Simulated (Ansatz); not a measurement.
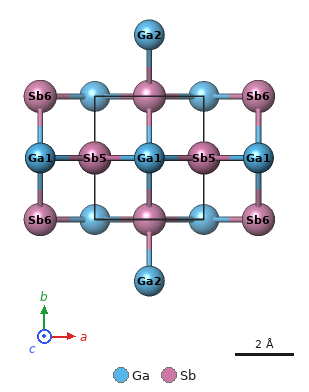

Starting structure of crystalline GaSb (a generated structure, set up in Pmmm) (coarse preliminary run). The picture is a ball-and-stick view of the cell of the calculation, seen along the c axis.

Computed with DFT PBE, scalar-relativistic, plane waves, PAW in Ansatz 0.2.0.

Input file:
```yaml
crystal:
  lattice:
    - [3.80883189, 0.0, 0.0]
    - [0.0, 4.29929008, 0.0]
    - [0.0, 0.0, 9.93357376]
  atoms:
    - { symbol: Ga, position: [0.5, 0.5, 0.17804846] }
    - { symbol: Ga, position: [0.5, 0.5, 0.82195154] }
    - { symbol: Ga, position: [0.0, 0.0, 0.5] }
    - { symbol: Sb, position: [0.5, 0.0, 0.32195154] }
    - { symbol: Sb, position: [0.0, 0.5, 0.0] }
    - { symbol: Sb, position: [0.5, 0.0, 0.67804846] }
basis:
  ecutwfc: 420
kpoints:
  mp_grid: { grid: [4, 4, 2] }
hamiltonian:
  xc: pbe
scf:
  occupations: { method: gaussian, width: 0.1 }
  lower_state_search: "off"
output:
  forces: true
  stress: true
  eigenvalues: true
relax:
  adjacent_minimum: "off"
  f_tol: 0.04
  max_steps: 70
  cell: { stress_tol: 0.4 }
```

Launched with:
```bash
ansatz run input.yaml --threads 1 --pin off --max-ram 2560MiB --backend cpu --events-out ev --progress --plain --runs-dir out
```

Predict the outcome.

Answer. After 4 accepted moves (5 points after the start) the energy has fallen by 157 meV per atom. Largest force component: 0.22 eV/Å at the start, 0.0088 eV/Å at the end. Pressure: 9.27 GPa at the start and 0.03 GPa at the end. The SCF was repeated once at an unchanged geometry on a basis and grid sized afresh for the cell, which shifted the energy by 1.2 meV per atom at most. The largest moves relative to the cell, 0.10 Å, are those of Ga1 and Ga2. Ga1 goes along −c. By element the largest moves are Ga 0.10 Å, Sb 0.04 Å. Cell: a 3.809 → 4.167 Å (+9.4 %), b 4.299 → 4.272 Å (−0.6 %), c 9.934 → 10.624 Å (+6.9 %). Volume +16.3 %. Near-neighbour distances that change, for instance: Ga3–Sb4 2.599 → 2.787 Å, Ga1–Sb5 2.599 → 2.748 Å, Ga1–Sb4 2.582 → 2.711 Å. Among the angles between lasting bonds that change: Sb6–Ga2–Sb6 112.8° → 104.0°, Ga2–Sb6–Ga2 112.8° → 104.0°, Sb5–Ga2–Sb5 94.2° → 98.6°. The space group stays Pmmm (No. 47). The run took 74 s on 1 thread of Arm Neoverse V1, with other jobs on the host, peak memory 0.48 GiB.

History of the run:

```json
{"step": "0", "E − E(0), meV/atom": "0.00", "largest force component, eV/Å": "0.2176", "pressure, GPa": "9.27", "volume, Å³/atom": "27.111", "note": ""}
{"step": "1", "E − E(0), meV/atom": "-127.57", "largest force component, eV/Å": "0.1809", "pressure, GPa": "2.99", "volume, Å³/atom": "29.891", "note": ""}
{"step": "2", "E − E(0), meV/atom": "-153.11", "largest force component, eV/Å": "0.2727", "pressure, GPa": "0.51", "volume, Å³/atom": "31.097", "note": ""}
{"step": "3", "E − E(0), meV/atom": "-155.21", "largest force component, eV/Å": "0.0671", "pressure, GPa": "0.03", "volume, Å³/atom": "31.465", "note": ""}
{"step": "4", "E − E(0), meV/atom": "-155.42", "largest force component, eV/Å": "0.0077", "pressure, GPa": "-0.02", "volume, Å³/atom": "31.520", "note": ""}
{"step": "5", "E − E(0), meV/atom": "-156.59", "largest force component, eV/Å": "0.0088", "pressure, GPa": "0.03", "volume, Å³/atom": "31.520", "note": "same geometry, new basis"}
```

Final geometry:

```
Ga Sb
1.0
     4.16678    0.00000    0.00000
     0.00000    4.27236    0.00000
     0.00000    0.00000   10.62357
Ga Sb
3 3
Direct
  0.50000 0.50000 0.16863
  0.50000 0.50000 0.83137
  0.00000 0.00000 0.50000
  0.50000 0.00000 0.32571
  0.00000 0.50000 0.00000
  0.50000 0.00000 0.67429
```

After the run, drawn alike:

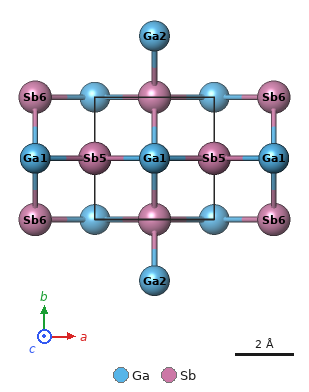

Limits of the set-up: the k-point mesh is coarse for a cell with partly filled bands.
